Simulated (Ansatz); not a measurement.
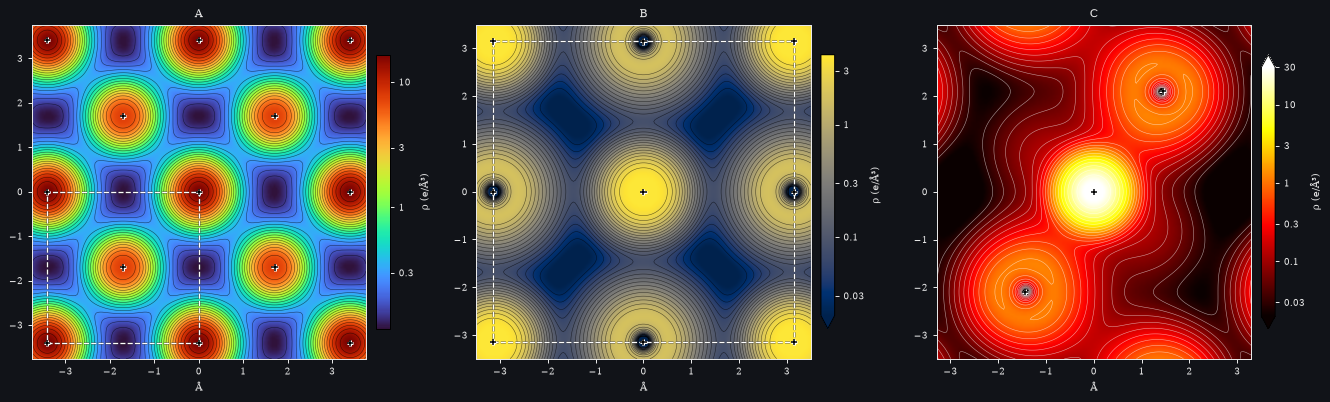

The valence pseudo-density of 3 systems, each on a plane through atoms (crosses mark nuclei in the plane).

Level of theory: DFT, r2SCAN, plane waves, PAW in Ansatz.

System 1: HfS$_{2}$, the (110) plane of the conventional cell. Space group P-3m1; started from the 1T (CdI2) bulk prototype, which need not be the ambient phase.

```
CELL_PARAMETERS angstrom
3.63030 0.00000 0.00000
-1.81515 3.14393 0.00000
0.00000 0.00000 5.87836
ATOMIC_POSITIONS crystal
Hf 0.00000 0.00000 0.00000
S 0.33333 0.66667 0.24463
S 0.66667 0.33333 0.75537
```

System 2: KCl, the (010) plane of the conventional cell. Space group Fm-3m; started from the measured structure prototype, which need not be the ambient phase.

System 3: SnO, the (001) plane of the conventional cell. Space group I4/mmm; started from the rocksalt prototype, which need not be the ambient phase; changed on purpose from its base cell (epitaxial xy strain -5.0%); computed pressure about 6 GPa in this cell.

```
Sn O
1.0
     2.41089   -2.41089    0.00000
     2.41089    2.41089    0.00000
     0.00000    0.00000    5.40432
Sn O
2 2
Direct
  0.00000 0.00000 0.00000
  0.50000 0.50000 0.50000
  0.50000 0.50000 0.00000
  0.00000 0.00000 0.50000
```

Which map belongs to which system?

Panel A is system 3, SnO: the plane holds Sn and O. Sn–O (2.41 Å): ρ is about 0.34 e/Å³ halfway. Panel B is system 2, KCl: the plane holds K and Cl. K–Cl (3.14 Å): ρ is about 0.09 e/Å³ halfway. Panel C is system 1, HfS$_{2}$: the plane holds Hf and S. Hf–S (2.54 Å): ρ is about 0.47 e/Å³ halfway.
